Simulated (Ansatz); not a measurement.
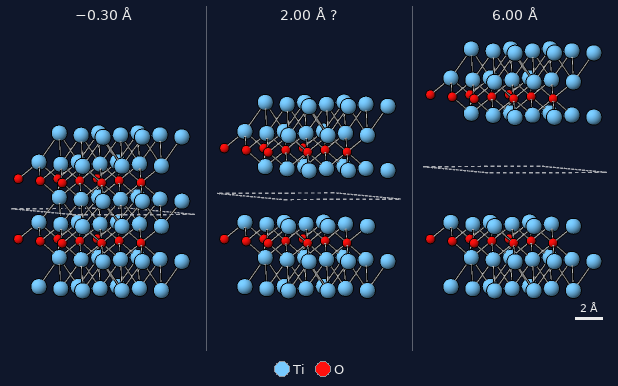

Energy scan for a crystal of Ti2O (P-3m1), in which the crystal is pulled apart rigidly along the normal of the (0 0 1) plane of the conventional cell, at a cut between a plane of Ti below and one of Ti above, 2.23 Å apart. One cut stands in each cell, which starts 9.6 Å high; nothing is relaxed, and the dashed outline marks the cut. Style: ball-and-stick. Shown: the layers on both sides of the cut, from the side, nearly along the cut plane.

These are results of Ansatz 0.2.0, DFT r2SCAN, scalar-relativistic, plane waves, PAW, not measurements. Settings: plane-wave cutoff 500 eV; k-point mesh 18 × 18 × 5; occupations gaussian; smearing width 0.15 eV; no spin polarisation. Energies (free energies at the smearing named) are counted from the relaxed crystal.

```json
{"opening (Å)": "−0.30", "ΔE per area (J/m²)": "0.96"}
{"opening (Å)": "0.00", "ΔE per area (J/m²)": "0.00"}
{"opening (Å)": "0.25", "ΔE per area (J/m²)": "0.39"}
{"opening (Å)": "0.50", "ΔE per area (J/m²)": "1.23"}
{"opening (Å)": "1.00", "ΔE per area (J/m²)": "3.09"}
{"opening (Å)": "1.50", "ΔE per area (J/m²)": "4.56"}
{"opening (Å)": "2.00", "ΔE per area (J/m²)": "?"}
{"opening (Å)": "3.00", "ΔE per area (J/m²)": "6.30"}
{"opening (Å)": "6.00", "ΔE per area (J/m²)": "6.52"}
```

**Fill in the missing row.**

A straight line between the two neighbours gives 5.14 J/m². A cubic through the four nearest rows (1.00, 1.50, 3.00, 6.00) gives, with Lagrange weights, (−0.4000)(3.09) + (1.1852)(4.56) + (0.2222)(6.30) + (−0.0074)(6.52) = 5.52 J/m². The calculation gives 5.52 J/m², so the cubic is right to the digits shown and the straight line 0.38 J/m² too low, as the curve bends downwards here.

The whole profile:

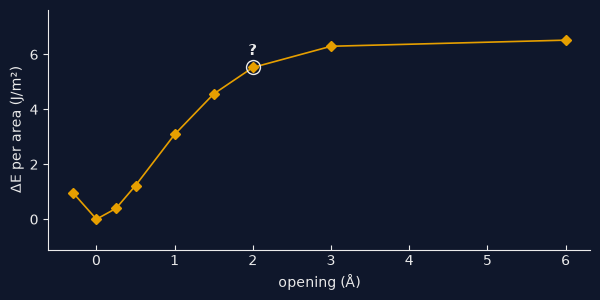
